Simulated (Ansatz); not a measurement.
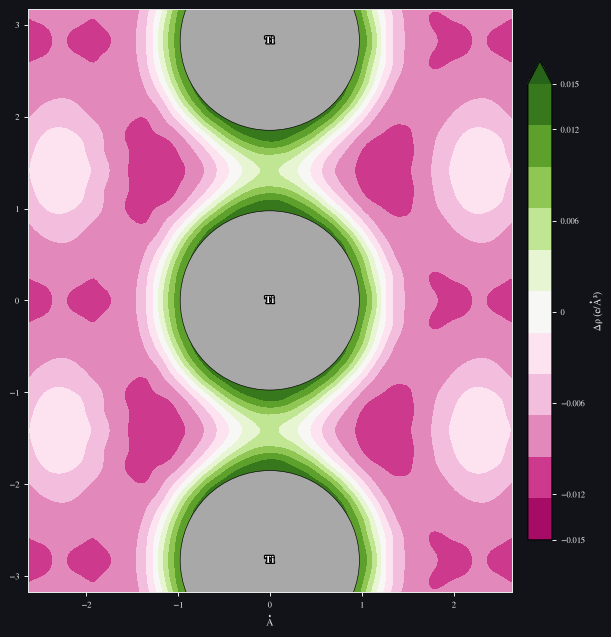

Ti. Difference of the valence pseudo-densities of two functionals at the same geometry, on the (100) plane of the calculation cell: LDA less r2SCAN.

Both computed with Ansatz (plane waves, PAW), on the same k-point mesh. Grey discs cover the atomic cores.

Question: What does the difference map show?

Answer: Against r2SCAN, LDA gives more density around Ti (+0.007 e/Å³ on average at 1.1 Å from the nucleus) and a change of +0.004 e/Å³ at the midpoint of Ti–Ti.
